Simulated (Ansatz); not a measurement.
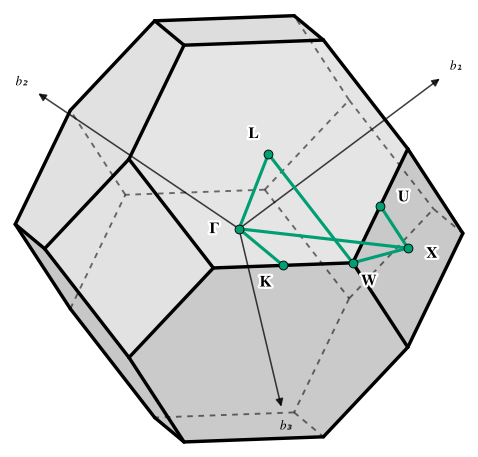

Crystal: Be, the input geometry of an electronic-structure calculation (not necessarily at equilibrium); the starting structure was generated, so it need not be a known form of this composition. The first Brillouin zone and its special points. The drawing is computed from the coordinates (standard cell, symmetry found to 0.002 Å).

Space group Fd-3m (No. 227, origin choice 1); a = 4.943 Å, b = 4.943 Å, c = 4.943 Å, α = 90.00°, β = 90.00°, γ = 90.00°.

Labels and path follow the convention of Hinuma et al. (2017), as computed by seekpath; the arrows show the directions of the reciprocal primitive vectors b₁, b₂, b₃, in which coordinates are given; lengths include the factor 2π.

**List the special points with their coordinates and distances from Γ.**

```csv
point,k₁,k₂,k₃,length of k (1/Å)
Γ,0,0,0,0.000
X,1/2,0,1/2,1.271
L,1/2,1/2,1/2,1.101
W,1/2,1/4,3/4,1.421
K,3/8,3/8,3/4,1.348
U,5/8,1/4,5/8,1.348
```

**What is the zone's volume?**

(2π)³ over the primitive cell's volume of 30.19 Å³: 8.22 Å⁻³.
